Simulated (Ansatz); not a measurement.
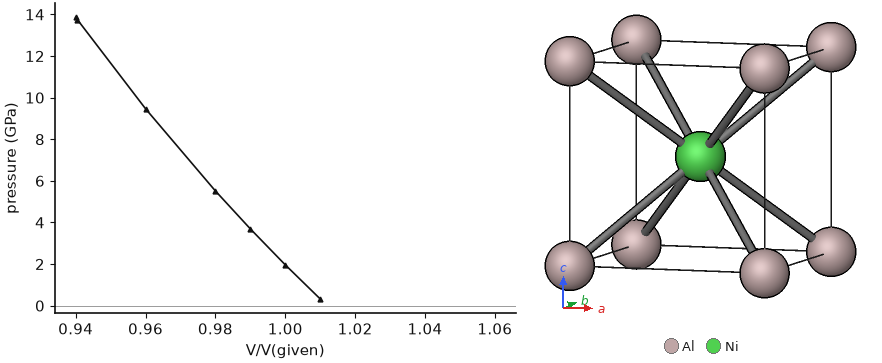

The picture above shows the pressure against V/V(given) for AlNi, space group Pm-3m (No. 221). The conventional cell is drawn beside the plot.

Structure:
```yaml
crystal:
  lattice:
    - [2.88100, 0.00000, 0.00000]
    - [0.00000, 2.88100, 0.00000]
    - [0.00000, 0.00000, 2.88100]
  atoms:
    - { symbol: Al, position: [0.00000, 0.00000, 0.00000] }
    - { symbol: Ni, position: [0.50000, 0.50000, 0.50000] }
```

Computed with Ansatz 0.2.0: periodic Kohn-Sham DFT of a crystal at fixed atoms, scaled to the stated factor times the given cell; pressure positive in compression. Level: PBE, collinear spin. The state reached is without moments.

```csv
setting,value
method,frozen-core PAW
relativity,scalar
k mesh,13×13×13
occupations,Fermi–Dirac
smearing width,0.05 eV
wave cutoff,420 eV
PAW set,soft_2
```

V(given) is 11.96 Å³/atom.

The points at V/V(given) 1.0200, 1.0400 and 1.0600 are left out of the plot. What values does the calculation give there?

```tsv
V/V(given)	pressure (GPa)
1.0200	-1.2
1.0400	-4.1
1.0600	-6.7
```

Limits of the calculation: run without spin, though Ni often carries a moment.
